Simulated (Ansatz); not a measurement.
## Geometry relaxation of C (part 1 of 3)

The run: geometry relaxation of C (4 atoms in the cell). Method and program: DFT PBE+D3(BJ), scalar-relativistic, plane waves, PAW, no spin polarisation (Ansatz 0.2.0).

The structure derives from a Materials Project entry.

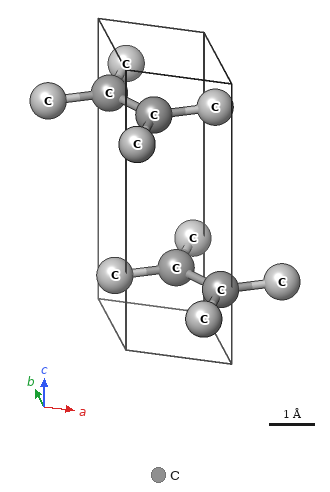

**Figure 1.** The input geometry (ball-and-stick view of the cell of the calculation, seen at an oblique angle; neighbours outside the cell are drawn fainter). Near neighbours in the crystal (not all of them lie inside the picture): C has 3 C at 1.42 Å.

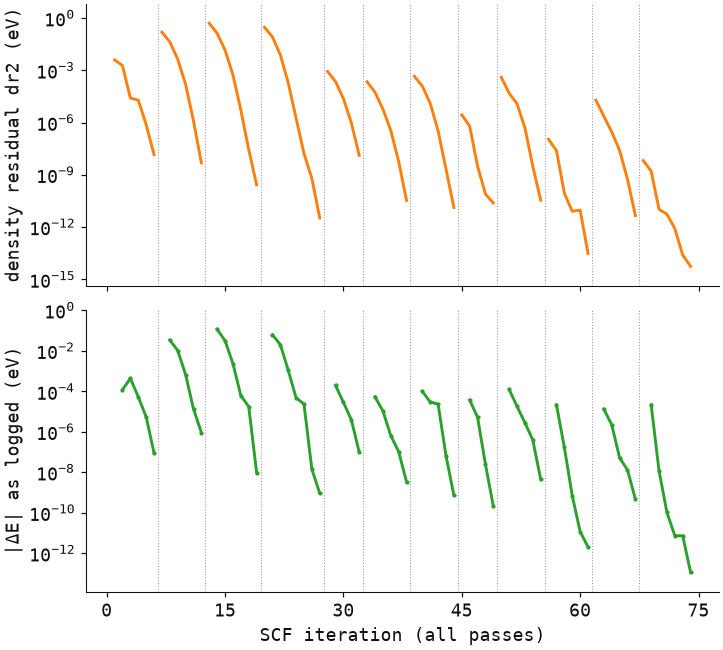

**Figure 2.** Convergence of the self-consistent field: density residual dr2 and size of the energy change against the SCF iteration. The dotted lines part the SCF passes of the relaxation: geometry steps, rejected trials and re-solves on a re-selected basis. The 12 passes take 5 to 8 iterations each, 74 in all.

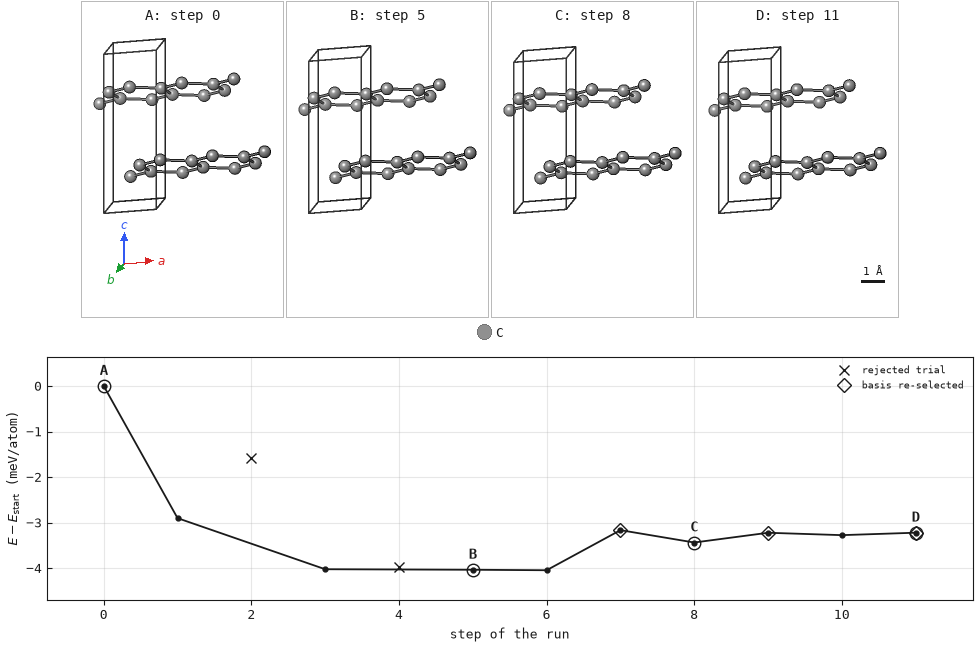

**Figure 3.** Frames of the relaxation (ball-and-stick view of the cell of the calculation, repeated 3 × 2 × 1, seen at an oblique angle) above the curves, on which the letters mark them (the first geometry is step 0 here and step 1 in the log).

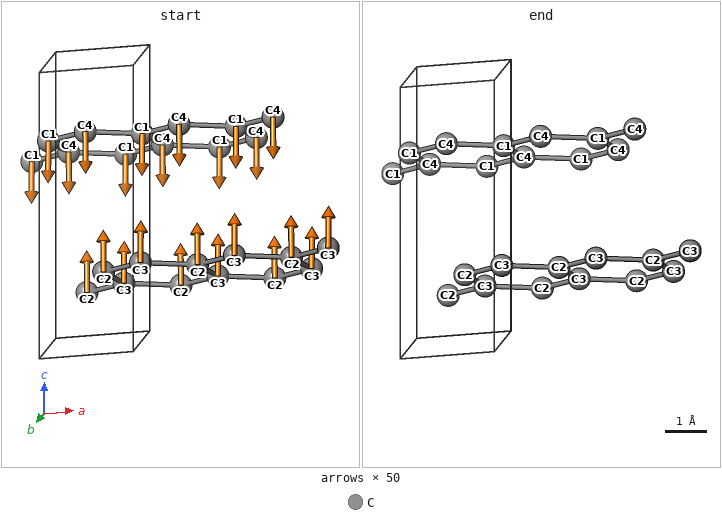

**Figure 4.** Before (left) and after (right) the relaxation, at one scale (ball-and-stick view of the cell of the calculation, repeated 3 × 2 × 1, seen at an oblique angle). The orange arrows give the displacements (without the part carried along by the change of the cell), magnified 50 times. The largest moves relative to the cell, 0.021 Å, are those of C1, C2, C3 and C4. The drawn cell changes as follows: a = b 2.456 → 2.465 Å (+0.3 %), c 7.173 → 6.803 Å (−5.2 %); the volume changes by −4.5 %. Among the contacts that change: C1–C4 1.418 → 1.423 Å. The space group (tolerance 0.01 Å) goes from Cmme (No. 67) to Fmmm (No. 69). After 8 geometry steps the energy has fallen by 3.3 meV per atom. The largest force component goes from 0.025 to under 0.0001 eV/Å. Pressure: 2.65 GPa at the start and −0.01 GPa at the end. The line search rejected the trial steps at points 2, 4 (counted from 0) and went back. 2 further SCFs at an unchanged geometry re-selected the plane-wave basis for the new cell. The energy change given includes the shifts at the re-selections in mid-walk, which come without any move. A last SCF at the same geometry on a re-selected plane-wave basis shifts the energy by +0.1 meV per atom. (Atoms are counted from 1 in the order of the input.)

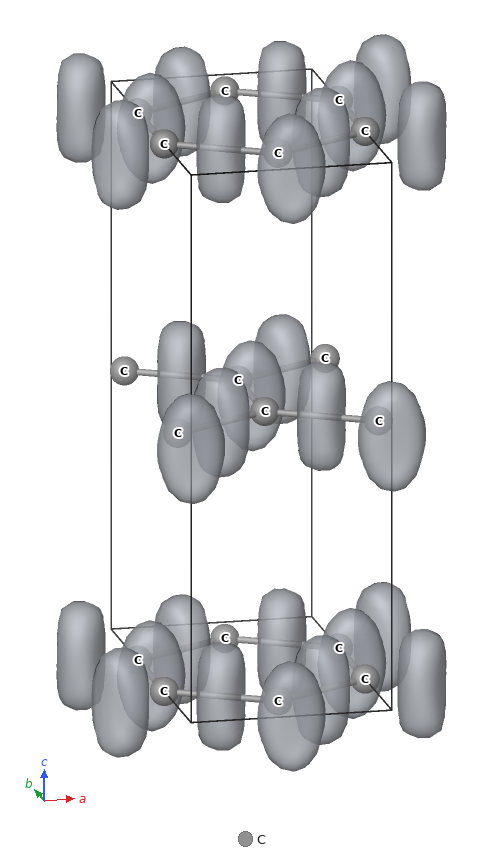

**Figure 5.** Isosurface of the ELF at 0.8 (grey), seen slightly off an axis. Core shells and regions of very low density are left out. Sticks mark near contacts. The outline is the cell set on symmetry axes. The ELF exceeds this value in twelve regions between bonded C–C atoms (shared pairs), counted in one cell of 8 atoms.  Values along the shortest contacts: C–C (1.42 Å): the ELF peaks at about 0.95 between the atoms (localised, shared-pair bonding). Core electrons are frozen (PAW), so the fields are smoothed inside the atomic spheres.

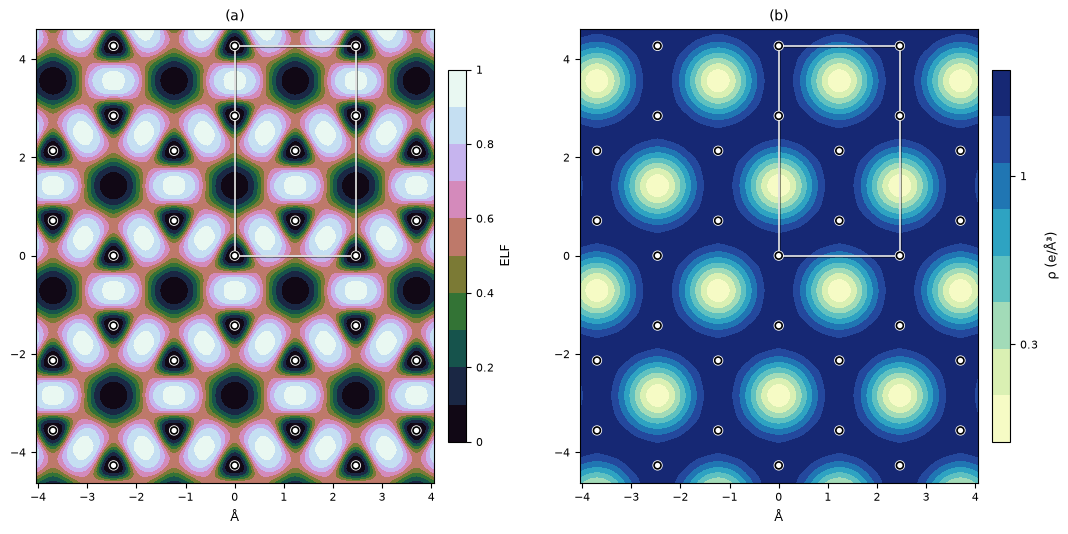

**Figure 6.** (a) ELF; (b) valence pseudo-density on the (001) plane of the conventional cell. Circles mark the nuclei in the plane (C). The plane passes through C nuclei. C–C (1.42 Å): the density is about 2 e/Å³ at the midpoint; the ELF peaks at about 0.95 between the atoms (a shared electron pair). Away from the nuclei the density in this plane falls to 0.15 e/Å³ at its lowest.

The input and output of the run follow.

## The input
```yaml
crystal:
  lattice:
    - [1.22804797, -2.12706182, 0.0]
    - [1.22804797, 2.12706182, 0.0]
    - [0.0, 0.0, 7.17326776]
  atoms:
    - { symbol: C, position: [0.08337946, 0.91662054, 0.7531376] }
    - { symbol: C, position: [0.58337946, 0.41662054, 0.2468624] }
    - { symbol: C, position: [0.91662054, 0.08337946, 0.2468624] }
    - { symbol: C, position: [0.41662054, 0.58337946, 0.7531376] }
basis:
  ecutwfc: 420
kpoints:
  mp_grid: { grid: [21, 21, 6] }
hamiltonian:
  xc: pbe
  dispersion: d3bj
scf:
  occupations: { method: gaussian, width: 0.1 }
output:
  forces: true
  stress: true
  eigenvalues: true
  write_density: true
  write_potential: true
  elf: true
  volumetric_format: npy
relax:
  adjacent_minimum: "off"
  f_tol: 0.005
  max_steps: 80
  cell: { stress_tol: 0.05 }
```

Launch command:
```bash
ansatz run input.yaml --threads 1 --pin off --max-ram 3072MiB --backend cpu --events-out ev --progress --plain --runs-dir out
```

## Log
```
Engine: ansatz 0.2.0, x86_64-unknown-linux-gnu
Pseudopotentials: kind: paw
Pseudopotential: C, paw, valence charge 4, recommended cutoff 420 eV (normal), C.paw.azcp
Functional definition: PBE
  parameter kappa = 0.804
  parameter beta = 0.06672455060314922
  exchange = pbe_x(kappa = kappa, mu = beta*pi^2/3)
  correlation = pbe_c(beta = beta)
Crystal: 4 atoms, lattice volume = 37.475 Å³
Basis set: ecut = 420 eV, 713 PW (Γ), exchange–correlation on 36×36×96 points (8 copies of the dense FFT grid, shifted against one another)
Bands: 12, of which v1, the nominal top of the filled ones, is band 8 counted from 1 (7 counted from 0)
Symmetry: 8 space group operations
Space group: Cmme (ITA 67), of the structure as read, at distance tolerance 3.3e-5 Å
k-points: 484 of 2646
Non-local potential: C, projectors of the file, l = 0: 2, l = 1: 2, l = 2: 1
PAW form: soft (Blöchl's): semilocal exchange-correlation on the pseudo side does not see the compensation charge
PAW one-centre angular grid: C, 110 points (default); XC on 64 Gauss nodes
Initial density: superposition of atomic densities (neutral atoms: chi_scale 0, normalization atom), corrected by the library's trained network
Initial wavefunctions: pseudopotential atomic-orbital guess
Functional: x = pbe(κ = 0.804, μ = 0.2195149727645171), c = pbe(β = 0.06672455060314922)
SCF iter   1: F=—  HF=-1004.322536 eV  |F-HF|=—  |Δ(HF+E_count)|=         —  Δρ=3.01e-3  dr2=4.02e-3  ethr=1.77e-3  ⟨swp⟩=5.5  Hψ=32290  notcnv=0
preconditioner: auto → none  [metal: Δε(μ)=0.024 eV  Ē_g=15.724 eV  σ=0.100 eV  W_gap=0.13  n_scr=4 (ndim 8)  ℏωp=24.3 eV  f_vac=0.055  D(μ)=0.06/eV (n_scr^D=0)  sad-step TF]
SCF iter   2: F=—  HF=-1004.322417 eV  |F-HF|=—  |Δ(HF+E_count)|=   1.19e-4  Δρ=1.84e-3  dr2=1.89e-3  ethr=2.51e-5  ⟨swp⟩=1.2  Hψ=10072  notcnv=0
SCF iter   3: F=—  HF=-1004.321978 eV  |F-HF|=—  |Δ(HF+E_count)|=   4.39e-4  Δρ=3.34e-4  dr2=2.57e-5  ethr=1.18e-5  ⟨swp⟩=2.2  Hψ=9757  notcnv=0
SCF iter   4: F=—  HF=-1004.322031 eV  |F-HF|=—  |Δ(HF+E_count)|=   5.33e-5  Δρ=1.04e-4  dr2=1.97e-5  ethr=1.61e-7  ⟨swp⟩=2.5  Hψ=9882  notcnv=0
SCF iter   5: F=—  HF=-1004.322026 eV  |F-HF|=—  |Δ(HF+E_count)|=   5.47e-6  Δρ=2.84e-5  dr2=7.80e-7  ethr=1.23e-7  ⟨swp⟩=2.1  Hψ=7821  notcnv=0
SCF iter   6: F=-1004.322025 eV  HF=-1004.322025 eV  |F-HF|=2.17e-9  |Δ(HF+E_count)|=   8.99e-8  Δρ=5.53e-6  dr2=1.46e-8  ethr=6.25e-10  ⟨swp⟩=10.2  Hψ=42680  notcnv=0
SCF 1 converged in 6 iterations: F = -1004.322025 eV  dr2 = 1.46e-8
  greatest PAW one-centre occupation: 0.675 electrons in one spin orbital (limit 2), on the C atom at site 3 (counted from 0), in its partial waves of l = 0
relax step   1: F+E_penalty+E_count = -1004.32202544 eV  Δ(F+E_penalty+E_count) = +0.000e0 eV  max|allowed force component| = 2.476e-2 eV/Å  Δτ_max = 0.0000 Å  P = +2.654 GPa  Ω = 37.475 Å³  (6 SCF iters, dr2 threshold 1.00e-7 eV, accepted)
Crystal: 4 atoms, lattice volume = 36.637 Å³
Basis set: ecut = 420 eV, 689 PW (Γ), exchange–correlation on 36×36×96 points (8 copies of the dense FFT grid, shifted against one another)
Initial density: handed on by an earlier stage of this run
Initial wavefunctions: those handed on with the density
iter 1 solved again at ethr=9.75e-4 eV; its pass at ethr=3.10e-3 eV (dr2=1.56e-1 eV) is discarded
SCF iter   1: F=—  HF=-1004.378709 eV  |F-HF|=—  |Δ(HF+E_count)|=         —  Δρ=2.30e-2  dr2=1.58e-1  ethr=9.75e-4  ⟨swp⟩=1.0  Hψ=48775  notcnv=0
preconditioner: auto → none  [metal: Δε(μ)=0.056 eV  Ē_g=15.703 eV  σ=0.100 eV  W_gap=0.31  n_scr=4 (ndim 8)  ℏωp=24.5 eV  f_vac=0.034  D(μ)=0.04/eV (n_scr^D=0)]
SCF iter   2: F=—  HF=-1004.344711 eV  |F-HF|=—  |Δ(HF+E_count)|=   3.40e-2  Δρ=7.89e-3  dr2=4.36e-2  ethr=9.75e-4  ⟨swp⟩=2.5  Hψ=10701  notcnv=0
SCF iter   3: F=—  HF=-1004.334288 eV  |F-HF|=—  |Δ(HF+E_count)|=   1.04e-2  Δρ=5.59e-3  dr2=4.42e-3  ethr=2.73e-4  ⟨swp⟩=2.1  Hψ=9814  notcnv=0
SCF iter   4: F=—  HF=-1004.333619 eV  |F-HF|=—  |Δ(HF+E_count)|=   6.69e-4  Δρ=1.20e-3  dr2=1.59e-4  ethr=2.76e-5  ⟨swp⟩=2.0  Hψ=9473  notcnv=0
SCF iter   5: F=—  HF=-1004.333632 eV  |F-HF|=—  |Δ(HF+E_count)|=   1.35e-5  Δρ=1.21e-4  dr2=1.25e-6  ethr=9.92e-7  ⟨swp⟩=2.4  Hψ=9521  notcnv=0
SCF iter   6: F=-1004.333633 eV  HF=-1004.333633 eV  |F-HF|=2.40e-9  |Δ(HF+E_count)|=   9.18e-7  Δρ=6.06e-6  dr2=4.86e-9  ethr=2.50e-9  ⟨swp⟩=10.8  Hψ=46470  notcnv=0
SCF 2 converged in 6 iterations: F = -1004.333633 eV  dr2 = 4.86e-9
  greatest PAW one-centre occupation: 0.673 electrons in one spin orbital (limit 2), on the C atom at site 3 (counted from 0), in its partial waves of l = 0
relax step   2: F+E_penalty+E_count = -1004.33363335 eV  Δ(F+E_penalty+E_count) = -1.161e-2 eV  max|allowed force component| = 1.726e-2 eV/Å  Δτ_max = 0.0625 Å  P = +0.706 GPa  Ω = 36.637 Å³  energy of the carried Pulay correction = +2.728e-3 eV  (6 SCF iters, dr2 threshold 4.00e-7 eV, accepted)
Crystal: 4 atoms, lattice volume = 35.585 Å³
Basis set: ecut = 420 eV, 665 PW (Γ), exchange–correlation on 36×36×96 points (8 copies of the dense FFT grid, shifted against one another)
```
